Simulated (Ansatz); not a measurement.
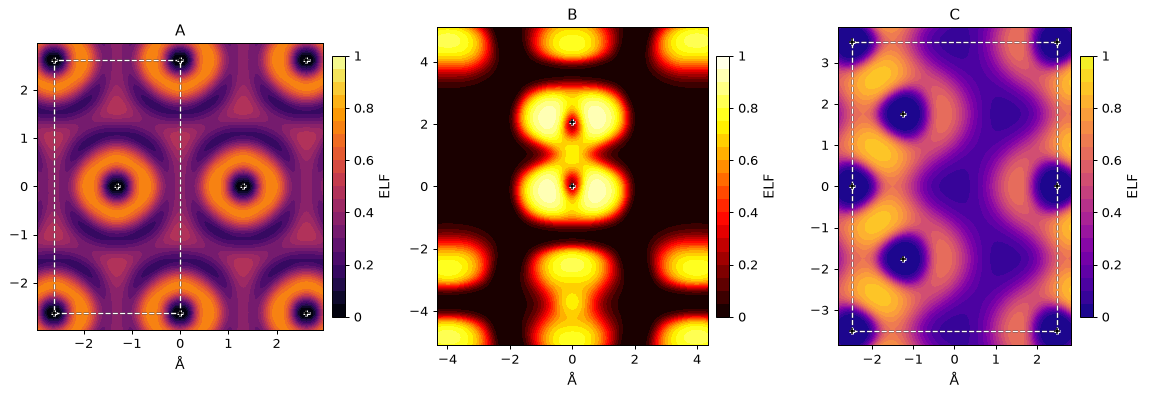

The ELF of 3 systems, each on a plane through atoms (crosses mark nuclei in the plane).

The calculation used Ansatz 0.2.0, DFT, PBE, plane waves (420 eV) with PAW, scalar-relativistic.

System 1: Cl, the (011) plane of the conventional cell. Space group Cmce; set up as Cl, solid Cl2 (Cmce); changed on purpose from its base cell (volume × 1.04).

```
Cl
1.0
     7.98248    0.00000    0.00000
     0.00000    4.35281    0.00000
     0.00000    0.00000    8.45067
Cl
8
Direct
  0.00000 0.61368 0.60641
  0.50000 0.11368 0.60641
  0.00000 0.88632 0.10641
  0.50000 0.38632 0.10641
  0.00000 0.38632 0.39359
  0.50000 0.88632 0.39359
  0.00000 0.11368 0.89359
  0.50000 0.61368 0.89359
```

System 2: W, the (001) plane of the conventional cell. Space group Fddd; set up as W, beta-Sn type; a generated structure, not necessarily the stable one; changed on purpose from its base cell (volume × 0.92); computed pressure about 28 GPa in this cell.

System 3: Be, the (101) plane of the conventional cell. Space group Fd-3m; set up as Be, diamond; a generated structure, not necessarily the stable one; changed on purpose from its base cell (volume × 1.04).

```
Be
1.0
     4.96340    0.00000    0.00000
     0.00000    4.96340    0.00000
     0.00000    0.00000    4.96340
Be
8
Cartesian
  3.7226 1.2409 1.2409
  1.2409 3.7226 1.2409
  1.2409 1.2409 3.7226
  3.7226 3.7226 3.7226
  2.4817 0.0000 0.0000
  0.0000 2.4817 0.0000
  0.0000 0.0000 2.4817
  2.4817 2.4817 2.4817
```

Q: Which map belongs to which system?

A: Panel A is system 2, W: the plane holds W. W–W (2.62 Å): the ELF is about 0.35 at the midpoint. Panel B is system 1, Cl: the plane holds Cl. Cl–Cl (2.05 Å): the ELF peaks at about 0.75 between the atoms. Panel C is system 3, Be: the plane holds Be. Be–Be (2.15 Å): the ELF peaks at about 0.90 between the atoms.
